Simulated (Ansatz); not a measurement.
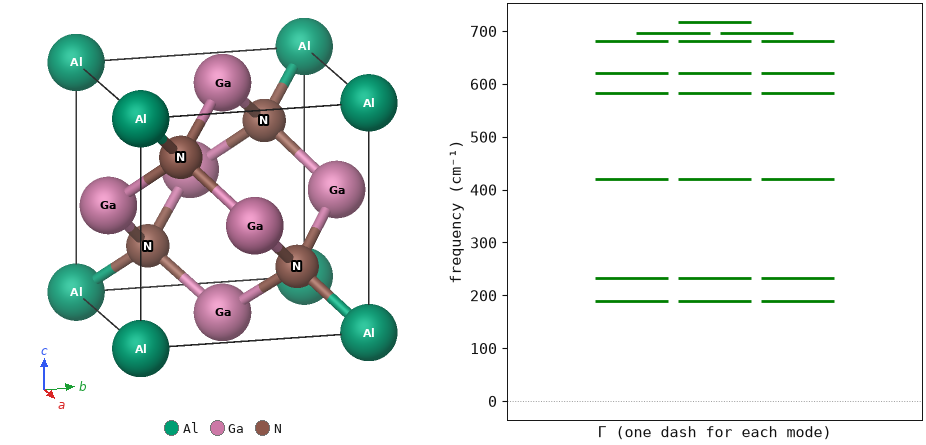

Plotted: zone-centre optical phonon frequencies (the three acoustic modes are left out) for AlGa₃N₄, space group P-43m (No. 215). The conventional cell is drawn beside the plot.

Structure:
```
Al Ga N
1.0
     4.42397    0.00000    0.00000
     0.00000    4.42397    0.00000
     0.00000    0.00000    4.42397
Al Ga N
1 3 4
Direct
  0.00000 0.00000 0.00000
  0.50000 0.50000 0.00000
  0.50000 0.00000 0.50000
  0.00000 0.50000 0.50000
  0.75506 0.75506 0.24494
  0.75506 0.24494 0.75506
  0.24494 0.75506 0.75506
  0.24494 0.24494 0.24494
```

Computed with Ansatz 0.2.0: harmonic phonon frequencies at the zone centre with atoms at rest in the given cell, without the long-range term of polar modes, the three translations left out, imaginary frequencies are negative; plane waves with PAW datasets, Γ-centred k mesh. Level: PBEsol, no spin polarisation.

```tsv
setting	value
wave cutoff	420 eV
k mesh	6×6×6
occupations	fixed
pressure	6 GPa
phonon method	linear response
```

### What do the frequencies say about stability?

No frequency is imaginary, so the structure is stable to these displacements (zone-boundary modes weren't tested here).

### What is the highest frequency?

The highest mode lies at 716.4 cm⁻¹ (without the field of polar modes).

### List the optical modes with their degeneracies.

188.5 (×3), 233.3 (×3), 420.3 (×3), 582.8 (×3), 621.2 (×3), 681.4 (×3), 696.9 (×2), 716.4 cm⁻¹.

Note: field response not converged on the k mesh.
